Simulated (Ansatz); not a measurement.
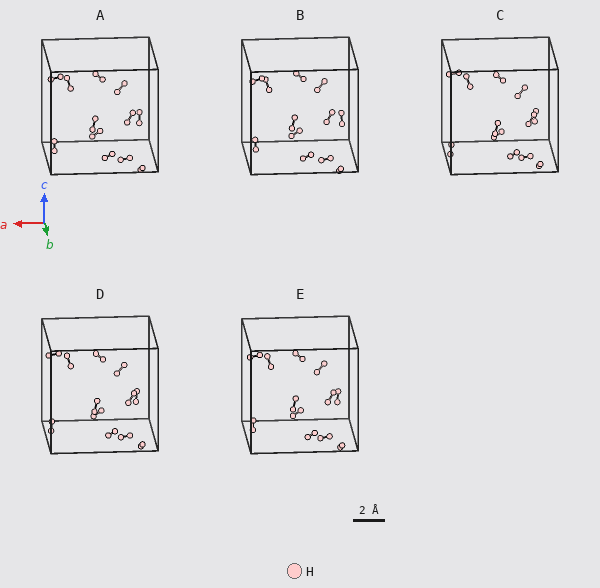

5 geometries from one relaxation of an amorphous cell of composition H, in shuffled order. The picture is a ball-and-stick view of the cell of the calculation, seen from a free direction.

The cell holds 12 H2. The run prepares the start of a later molecular dynamics calculation, from a guessed geometry.

These are results of DFT PBE, scalar-relativistic, plane waves, PAW in Ansatz 0.2.0, not measurements. Set-up: plane-wave cutoff 420 eV; k-point mesh 1 × 1 × 1; occupations fermi dirac; smearing width 0.05 eV; no spin polarisation; atoms relaxed in a fixed cell; force threshold 0.3 eV/Å; at most 15 steps.

Put them in the order of the run, from the start to the converged end.

C, D, E, A, B. They are steps 0, 1, 2, 3, 4, at +61.5 meV per atom, +33.0 meV per atom, +19.3 meV per atom, +9.2 meV per atom relative to the last. An H atom moves most: 0.57 Å roughly along [−1 2 −2]. The lattice vectors keep their values. Among the contacts that change: H–H 0.737 → 0.752 Å. Over 4 geometry steps the energy falls by 61.5 meV per atom. Largest force component: 0.61 eV/Å at the start, 0.15 eV/Å at the end. The run took 4.2 s on 1 thread of Arm Neoverse V2, on a shared host, peak memory 0.3 GiB.

Limits of the set-up: the periodic images lie only 7.1 Å apart, so the values are limited by the cell's size.
